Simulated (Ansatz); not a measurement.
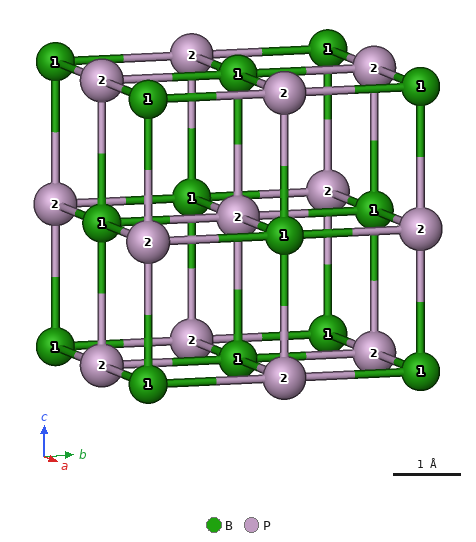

Figure 1. The structure (ball-and-stick view of the cell 4 times as large as that of the calculation, set on its symmetry axes, seen slightly off an axis; atoms are numbered from 1 in the order of the input). An atom can appear more than once, as a periodic image. Near neighbours in the periodic cell (some may lie outside the picture): B has 6 P at 2.16 Å; P has 6 B at 2.16 Å.

BP: Wannier-function calculation

System: BP (Fm-3m, 2 atoms in the cell).
Method: maximally localised Wannier functions of PBE bands, plane waves, PAW, no spin polarisation (Ansatz 0.2.0).

The structure was built on a prototype by a generator. The geometry comes from this level: r2SCAN. It belongs to a series of runs on one base structure; here: anion s p. Figures and captions count atoms from 1; the log counts them from 0 in places.

The program's output:
```
scf.n_extra_bands = 6 over 4 filled bands (N_el = 8.0): the run solves 10 bands
Engine: ansatz 0.2.0, aarch64-unknown-linux-gnu
Pseudopotentials: kind: paw
Pseudopotential: B, paw, valence charge 3, recommended cutoff 420 eV (normal), B.paw.azcp
Pseudopotential: P, paw, valence charge 5, recommended cutoff 420 eV (normal), P.paw.azcp
Functional definition: PBE
  parameter kappa = 0.804
  parameter beta = 0.06672455060314922
  exchange = pbe_x(kappa = kappa, mu = beta*pi^2/3)
  correlation = pbe_c(beta = beta)
Crystal: 2 atoms, lattice volume = 20.028 Å³
Basis set: ecut = 420 eV, 387 PW (Γ)
Bands: 10, of which v1, the nominal top of the filled ones, is band 4 counted from 1 (3 counted from 0)
Symmetry: 48 space group operations
Space group: Fm-3m (ITA 225), of the structure as read, at distance tolerance 2.7e-5 Å
k-points: 29 of 512
Non-local potential: B, projectors of the file, l = 0: 2, l = 1: 2, l = 2: 1
Non-local potential: P, projectors of the file, l = 0: 2, l = 1: 2, l = 2: 2
PAW form: soft (Blöchl's): semilocal exchange-correlation on the pseudo side does not see the compensation charge
PAW one-centre angular grid: B, 110 points (default); XC on 64 Gauss nodes
PAW one-centre angular grid: P, 110 points (default); XC on 64 Gauss nodes
Initial density: superposition of atomic densities (neutral atoms: chi_scale 0, normalization atom), corrected by the library's trained network
Initial wavefunctions: pseudopotential atomic-orbital guess
Functional: x = pbe(κ = 0.804, μ = 0.2195149727645171), c = pbe(β = 0.06672455060314922)
SCF iter   1: F=—  HF=-910.286284 eV  |F-HF|=—  |Δ(HF+E_count)|=         —  Δρ=1.86e-3  dr2=3.32e-4  ethr=1.77e-3  ⟨swp⟩=6.2  Hψ=2280  notcnv=0
preconditioner: auto → none  [metal: Δε(μ)=0.026 eV  Ē_g=15.003 eV  σ=0.020 eV  W_gap=0.31  n_scr=0 (ndim 8)  ℏωp=23.5 eV  f_vac=0.000  D(μ)=2.98/eV (n_scr^D=58)]
SCF iter   2: F=—  HF=-910.286452 eV  |F-HF|=—  |Δ(HF+E_count)|=   1.68e-4  Δρ=8.95e-4  dr2=6.82e-5  ethr=4.15e-6  ⟨swp⟩=2.3  Hψ=680  notcnv=0  defer=20
SCF iter   3: F=—  HF=-910.286528 eV  |F-HF|=—  |Δ(HF+E_count)|=   7.61e-5  Δρ=4.24e-4  dr2=1.59e-5  ethr=8.53e-7  ⟨swp⟩=1.8  Hψ=314  notcnv=0  defer=20
iter 4 did not close the SCF: its close was put off for the readings that it lacked (scf_convergence_deferred on its scf_iter line)
SCF iter   4: F=-910.286551 eV  HF=-910.286551 eV  |F-HF|=6.53e-9  |Δ(HF+E_count)|=   2.24e-5  Δρ=1.33e-5  dr2=2.30e-8  ethr=1.99e-7  ⟨swp⟩=2.3  Hψ=353  notcnv=0  defer=20
iter 5 did not close the SCF: its close was put off for the readings that it lacked (scf_convergence_deferred on its scf_iter line)
SCF iter   5: F=-910.286551 eV  HF=-910.286551 eV  |F-HF|=6.45e-10  |Δ(HF+E_count)|=   1.92e-8  Δρ=1.94e-6  dr2=9.58e-10  ethr=2.88e-10  ⟨swp⟩=2.3  Hψ=364  notcnv=0  defer=20
SCF iter   6: F=-910.286551 eV  HF=-910.286551 eV  |F-HF|=7.57e-11  |Δ(HF+E_count)|=  1.98e-10  Δρ=6.09e-7  dr2=9.88e-11  ethr=1.20e-11  ⟨swp⟩=3.9  Hψ=1093  notcnv=0
SCF 1 converged in 6 iterations: F = -910.286551 eV  dr2 = 9.88e-11
  greatest PAW one-centre occupation: 0.792 electrons in one spin orbital (limit 2), on the P atom at site 1 (counted from 0), in its partial waves of l = 0
NSCF: frozen V_eff on 62 k-points
NSCF: frozen V_eff on 50 k-points
the Wannier pass solved 50 of the 1000 points of its mesh, and has the states at the others by symmetry: states obtained by the crystal's operations at points that were solved too leave a residual of 3.24e-13 eV (read by the count's bands and the next), within 4.76e-6 eV
NSCF: frozen V_eff on 50 k-points
the Wannier pass solved 50 of the 1000 points of its mesh, and has the states at the others by symmetry: states obtained by the crystal's operations at points that were solved too leave a residual of 3.52e-13 eV (read by the count's bands and the next), within 4.76e-6 eV
SCF converged after 6 iterations
Free energy (F): -910.286551 eV
Harris-Foulkes:  -910.286551 eV  (|F-HF|=7.57e-11)
Internal energy: -910.283055 eV  (E = F + TS)
E sigma→0 (E₀):  -910.284803 eV
Entropy (-TS):   -0.003496 eV (-1.748 meV/atom)
Fermi energy:    11.830293 eV
--- Per-component energies (eV) ---
  E_band       = 41.514115
  E_kinetic    = 119.368734
  E_local      = -22.626087  (includes V_loc(G=0)·N_el)
  E_nonlocal   = 45.081699
  E_hartree    = 4.873535
  E_xc         = -94.400771
  E_vxc        = -100.121261  (∫ρ·V_xc dr)
  E_paw        = -647.625240  (= ΣΔE_a)
  E_vpaw       = -9.936046  (= ΣTr[D̂ρ^β])
  E_aug_tail   = 0.000001  (compensation charges beyond the density's cutoff)
  E_ewald      = -314.954925
  E_smearing   = -0.003496  (= −TS)
  E_closure    = 0.000000  (closes the sum)
  Σ components = -910.286551   (vs F -910.286551, Δ=0.00e0)
--- Band table (eV; the first three rows and the last of 29) ---
  k-point 0: bands = ["-5.0462", "11.9378", "11.9378", "11.9378", "18.5340", "19.7883", "19.7883", "19.7883", "20.5914", "20.5914"]
  k-point 1: bands = ["-4.7125", "10.0567", "11.8472", "11.8472", "18.5405", "18.6064", "18.6064", "20.2177", "20.5453", "20.5453"]
  k-point 2: bands = ["-3.7199", "6.6764", "11.7771", "11.7771", "16.1510", "16.1510", "17.7891", "19.7254", "22.5829", "22.5829"]
  k-point 28: bands = ["2.0480", "4.4673", "4.5551", "4.5551", "15.5056", "16.6112", "21.2312", "21.2312", "25.1563", "25.1563"]
Wannier search: line search 1 of at most 3000: gauge-dependent spread (as the search counts it) 3.0072815 Å², largest recent change 6.2e-1 Å² and fall left 8.4e-4 Å² against conv_tol 1.0e-8 Å², 0 stops escaped
```

File rho_z.tsv:
```
# z_ang	rho[e/angstrom^3]
# format = ansatz-planar-average/11
# lattice	0.000000000	2.155424478	2.155424478
# lattice	2.155424478	0.000000000	2.155424478
# lattice	2.155424478	2.155424478	0.000000000
# sites	2
# site	5	0.000000000	0.000000000	0.000000000
# site	15	2.155424478	2.155424478	2.155424478
0.000000	3.602663e-1
0.127010	3.649477e-1
0.254019	3.774301e-1
0.381029	3.939730e-1
0.508038	4.105162e-1
0.635048	4.237171e-1
0.762058	4.308591e-1
0.889067	4.299416e-1
1.016077	4.207367e-1
1.143086	4.058084e-1
1.270096	3.899901e-1
1.397106	3.783073e-1
1.524115	3.740598e-1
1.651125	3.783073e-1
1.778134	3.899901e-1
1.905144	4.058084e-1
2.032154	4.207367e-1
2.159163	4.299416e-1
2.286173	4.308591e-1
2.413183	4.237171e-1
2.540192	4.105162e-1
2.667202	3.939730e-1
2.794211	3.774301e-1
2.921221	3.649477e-1
```

File v_z.tsv:
```
# z_ang	v_es[eV]	v_tot[eV]
# format = ansatz-planar-average/11
# xc	pbe
# density_cutoff_ev	1680
# datasets	B=:simpson_from_first_knot:soft	P=:simpson_from_first_knot:soft
# lattice	0.000000000	2.155424478	2.155424478
# lattice	2.155424478	0.000000000	2.155424478
# lattice	2.155424478	2.155424478	0.000000000
# sites	2
# site	5	0.000000000	0.000000000	0.000000000
# site	15	2.155424478	2.155424478	2.155424478
0.000000	3.075011e0	-8.574562e0
0.127010	3.254475e0	-8.397916e0
0.254019	3.753876e0	-7.911963e0
0.381029	4.445982e0	-7.261940e0
0.508038	5.035098e0	-6.754504e0
0.635048	5.128874e0	-6.757026e0
0.762058	4.471231e0	-7.491374e0
0.889067	3.104597e0	-8.918698e0
1.016077	1.363892e0	-1.073843e1
1.143086	-3.130779e-1	-1.253129e1
1.270096	-1.627982e0	-1.397392e1
1.397106	-2.457530e0	-1.489692e1
1.524115	-2.740219e0	-1.521226e1
1.651125	-2.457530e0	-1.489692e1
1.778134	-1.627982e0	-1.397392e1
1.905144	-3.130779e-1	-1.253129e1
2.032154	1.363892e0	-1.073843e1
2.159163	3.104597e0	-8.918698e0
2.286173	4.471231e0	-7.491374e0
2.413183	5.128874e0	-6.757026e0
2.540192	5.035098e0	-6.754504e0
2.667202	4.445982e0	-7.261940e0
2.794211	3.753876e0	-7.911963e0
2.921221	3.254475e0	-8.397916e0
```

File wannier.spreads.toml:
```
omega_i_ang2 = 7.901738962033448
omega_d_ang2 = 0.01472959480360717
omega_od_ang2 = 1.6769759861586633
omega_total_ang2 = 9.59344454299572
least_projectability = 0.6849065435685356
b_vectors_match_mmn = true
n_iter = 47
converged = true
rejected_fitted_steps = 1

[[wannier]]
r = [1.814309229355664, 1.8143691160693312, 1.8144100073829035]
spread = 2.3983583230171917

[[wannier]]
r = [1.8144176714345128, 2.4965177706029076, 2.4965072720049277]
spread = 2.3983605202797307

[[wannier]]
r = [2.496469610650828, 2.4964533569349245, 1.8143166850618129]
spread = 2.398362037525759

[[wannier]]
r = [2.4965014355446815, 1.8143578830776907, 2.4964638647829815]
spread = 2.398363662173832

[[curvature_check]]
after_line_search = 9
omega_tilde_before_ang2 = 3.0058293798643754
krylov_steps = 57
lowest_ritz_value_ang2 = -3.3782073822678194
residual_ang2 = 5.07479267886376e-18
settled = true
first_negative_step = 3
curvature_along_ang2 = -2.633228513791338
angle_rad = 1.0026498114832196
omega_tilde_after_ang2 = 1.9677609759719703
outcome = "escaped"

[[curvature_check]]
after_line_search = 47
omega_tilde_before_ang2 = 1.6917055809622705
krylov_steps = 40
lowest_ritz_value_ang2 = 0.047654763416253895
residual_ang2 = 1.1345374679200879e-10
settled = true
outcome = "no-negative-curvature"
```

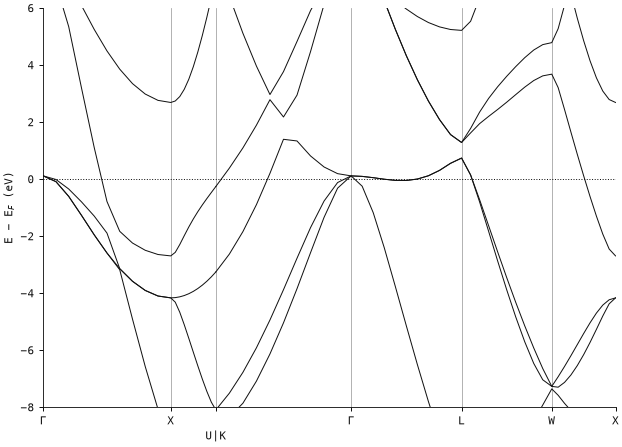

Figure 2. Band structure along Γ–X–U|K–Γ–L–W–X, with energies from the Fermi level. Bands cross the Fermi level: a metal at this level of theory.

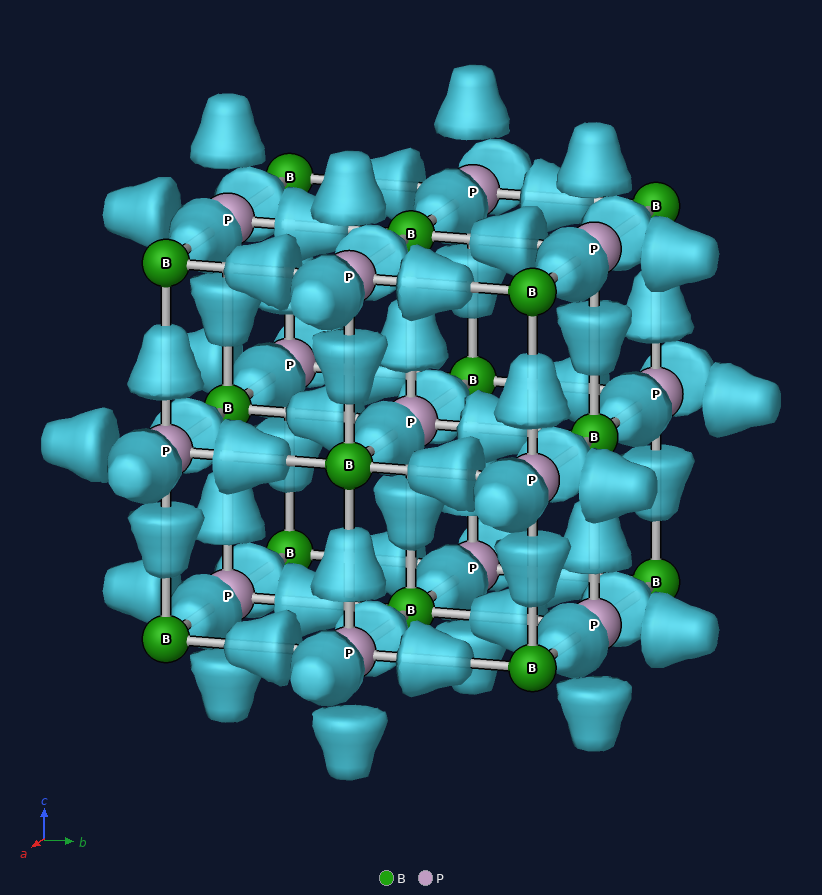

Figure 3. Isosurface of the ELF at 0.75 (cyan), seen slightly off an axis. Core shells and regions of very low density are left out. Sticks mark near contacts. The outline is the cell set on symmetry axes. The ELF exceeds this value in 24 regions between bonded B–P atoms (shared pairs), counted in one cell of 8 atoms.  Values along the shortest contacts: B–P (2.16 Å): the ELF peaks at about 0.85 between the atoms, which marks a covalent bond. In a PAW calculation such maps are meaningful between the atoms, not at the nuclei.

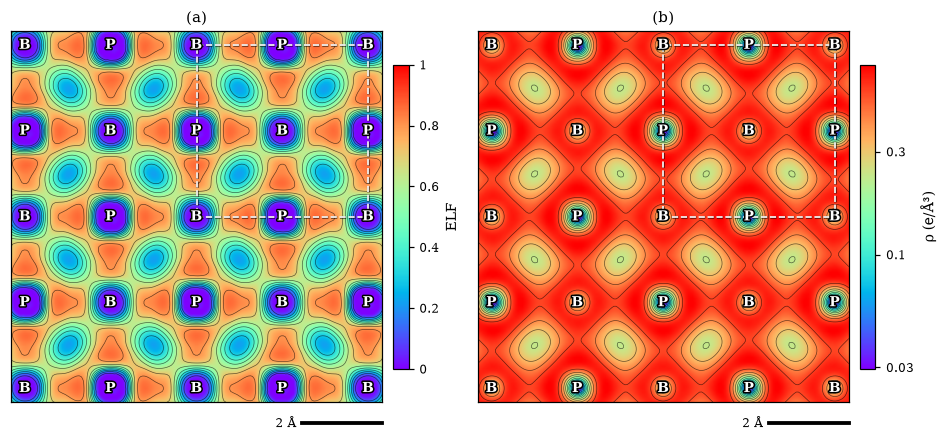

Figure 4. (a) ELF; (b) valence electron density on the (100) plane of the conventional cell. B–P (2.16 Å): ρ at the midpoint is about 0.6 e/Å³; the ELF peaks at about 0.85 between the atoms (a covalent bond). Away from the nuclei the density in this plane falls to 0.23 e/Å³ at its lowest.

This output came from the following input.

The input:
```yaml
crystal:
  lattice:
    - [0.0, 2.1554244777, 2.1554244777]
    - [2.1554244777, 0.0, 2.1554244777]
    - [2.1554244777, 2.1554244777, 0.0]
  atoms:
    - { symbol: B, position: [0.0, 0.0, 0.0] }
    - { symbol: P, position: [0.5, 0.5, 0.5] }
kpoints:
  mp_grid: { grid: [8, 8, 8] }
  band_path:
    path:
      - [[0.0, 0.0, 0.0], [0.5, -6.427060125579e-35, 0.5], [0.625, 0.25, 0.625]]
      - [[0.375, 0.375, 0.75], [0.0, 0.0, 0.0], [0.5, 0.5, 0.5], [0.5, 0.25, 0.75], [0.5, -6.427060125579e-35, 0.5]]
    npoints: 10
hamiltonian:
  xc: pbe
scf:
  occupations: { method: fermi_dirac, width: 0.02 }
  n_extra_bands: 6
output:
  forces: false
  stress: false
  eigenvalues: true
  wannier:
    kmesh: [10, 10, 10]
    projections: [{ species: P, l: s, shell: 3 }, { species: P, l: p, shell: 3 }]
    minimise: true
    write_hr: true
    conv_tol: 1.0e-08
    max_iter: 3000
  write_density: true
  write_potential: true
  elf: true
  volumetric_format: npy
```

File wannier.win:
```
! ansatz wannier90 interface
! projections by site (counted from 0) and shell: 1 3S, 1 3P
! states of the run's bands (counted from 1): combinations of 1-6
! their least projectability: 0.6849
num_bands = 4
num_wann  = 4
num_iter  = 2000
conv_tol = 1e-8
conv_window = 5
guiding_centres = true
write_hr = true

begin unit_cell_cart
Ang
                      0.0             2.1554244777             2.1554244777
             2.1554244777                      0.0             2.1554244777
             2.1554244777             2.1554244777                      0.0
end unit_cell_cart

begin atoms_frac
B                        0.0                      0.0                      0.0
P                        0.5                      0.5                      0.5
end atoms_frac

mp_grid = 10 10 10
```

Launch command:
```bash
ansatz run input.yaml --threads 4 --pin off --max-ram 3686MiB --backend cpu --events-out ev --progress --plain --runs-dir out
```

Summary:

```json
{"quantity": "outcome", "value": "converged"}
{"quantity": "space group (tolerance 0.01 Å)", "value": "Fm-3m (225)"}
{"quantity": "electrons treated", "value": "8"}
{"quantity": "free energy", "value": "−910.2866 eV"}
{"quantity": "total spread of the Wannier functions", "value": "9.593 Å²"}
{"quantity": "Fermi energy", "value": "11.830 eV"}
{"quantity": "band gap", "value": "none (metallic)"}
{"quantity": "hardware", "value": "4 threads of Arm Neoverse V2, 24 GiB of memory available, shared host"}
{"quantity": "wall time", "value": "1.5 s (CPU time 4.5 s)"}
{"quantity": "peak memory", "value": "0.31 GiB"}
```
